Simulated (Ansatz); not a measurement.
System: Rh, space group Fm-3m (No. 225) (one of a set of cubic test structures, which need not be the stable phase).

Computed with Ansatz 0.2.0 development build: equation of state of a cubic crystal from periodic Kohn-Sham density functional theory without spin, third-order Birch-Murnaghan fit to the free energies; pressure corrected for the finite basis. Level: HSE06.

structure type fcc; atoms in cell 1; space group number 225; lattice centring face-centred primitive; k mesh 6×6×6; occupation method Fermi–Dirac; occupation width 0.1 eV; wave cutoff 700 eV; datasets hard PAW; density tolerance 0 eV; bands 13; density cutoff ratio 4; search for lower states default; exchange singularity regularized.

Predict the energy above the lowest point and pressure against volume. The volume takes the values 12.92, 13.34, 13.76, 14.19, 14.61 Å³/atom.

A third-order Birch–Murnaghan fit gives V0 = 13.57 Å³/atom, B0 = 284 GPa and B′ = 5.3. The energy above the lowest point is 27.8 meV/atom at volume 12.92 Å³/atom and 57.8 meV/atom at 14.61 Å³/atom; the lowest computed point is at volume 13.76 Å³/atom (0.0 meV/atom). The pressure falls from 15.8 GPa at volume 12.92 Å³/atom to −17.2 GPa at 14.61 Å³/atom, and changes sign near 13.58 Å³/atom.

```csv
volume (Å³/atom),energy above the lowest point (meV/atom),pressure (GPa)
12.92,27.8,15.8
13.34,1.0,5.0
13.76,0.0,-3.9
14.19,20.2,-11.2
14.61,57.8,-17.2
```

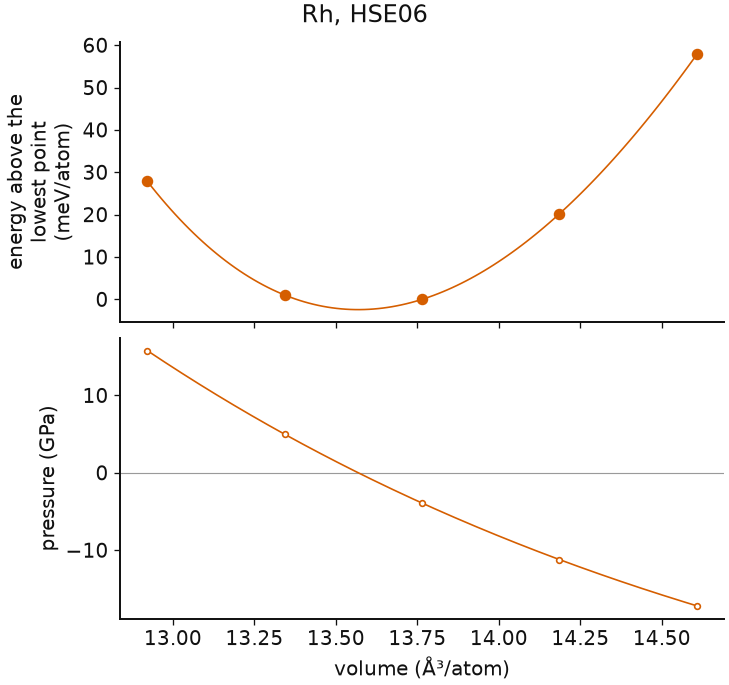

Keep in mind: coarse k-mesh, values are not converged in k; pseudopotentials made with PBE, not this functional.
